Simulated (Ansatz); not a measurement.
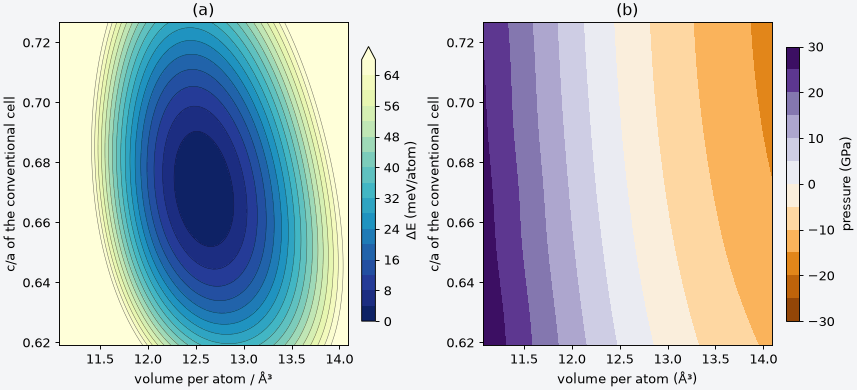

SnO2 (P4_2/mnm, No. 136; 6 atoms in the cell). The energy is mapped over volume and the cell's shape. Coordinates scanned: (1) volume per atom; (2) c/a of the conventional cell. Relaxed at each point: the atoms inside the fixed cell. Grid: 7 × 7 points. Points are written as (first, second). All energies are given in meV/atom relative to the lowest grid point. Computed with DFT PBE, scalar-relativistic, plane waves, PAW (Ansatz 0.2.0). Settings: cutoff 520 eV, k-mesh 6×6×10 in the order of the run's cell vectors, gaussian smearing 0.05 eV, no spin polarisation.

Panel (a) is the energy; panel (b) is the computed pressure, in GPa.

In the figure: filled contours, one colour for all values above the top of the scale. Between grid points the surface is interpolated.

**How does the pressure vary over the map, and what is it at the lowest grid point?**

It runs from −16.6 GPa at (14.09 Å³, 0.727) to 29.3 GPa at (11.07 Å³, 0.619). At the lowest grid point, (12.58 Å³, 0.671), it is 0.0 GPa. The pressure is minus the slope of the energy with volume, so it vanishes at the true minimum, which need not be a grid point.

```tsv
c/a of the conventional cell ↓, volume per atom →	11.07	11.57	12.07	12.58	13.08	13.58	14.09
0.727	24.9	15.2	5.8	−2.0	−8.1	−12.8	−16.6
0.708	25.4	15.9	6.4	−1.5	−7.7	−12.5	−16.2
0.689	25.9	16.6	7.1	−0.8	−7.1	−11.9	−15.6
0.671	26.7	17.5	8.0	0.0	−6.2	−11.0	−14.8
0.653	27.3	18.1	8.9	1.0	−5.2	−10.0	−13.7
0.636	28.3	19.3	10.0	2.2	−4.0	−8.8	−12.4
0.619	29.3	20.2	11.2	3.5	−2.6	−7.3	−10.9
```

PAW datasets: the set soft_1.
